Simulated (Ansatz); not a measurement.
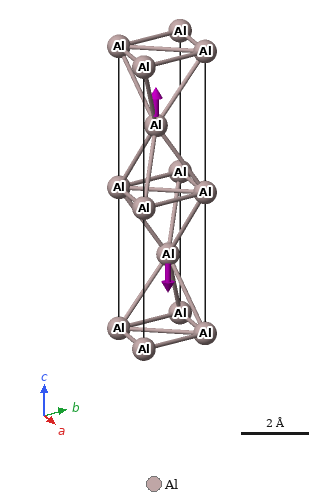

One vibrational mode of a crystal of Al relaxed at 22 GPa at the zone centre. Displacements are drawn as purple arrows; their common scale and sign are arbitrary. The picture is a ball-and-stick view of the cell of the calculation, seen slightly off an axis.

All numbers below come from DFT LDA, scalar-relativistic, plane waves, PAW in Ansatz. Set-up: plane-wave cutoff 420 eV; k-point mesh 18 × 18 × 6; occupations fermi dirac; smearing width 0.15 eV; target pressure 22 GPa; no spin polarisation.

The frequencies depend somewhat on the k-mesh and the smearing.

Describe the mode and give its frequency.

This is the B₁g mode at 315 cm⁻¹, optical level 4 of 6, counted from below, silent by symmetry (neither infrared- nor Raman-active). The Al (2a) atoms stay at rest; all motion is along c; atoms of one kind move against one another, with no net shift of their sublattice.
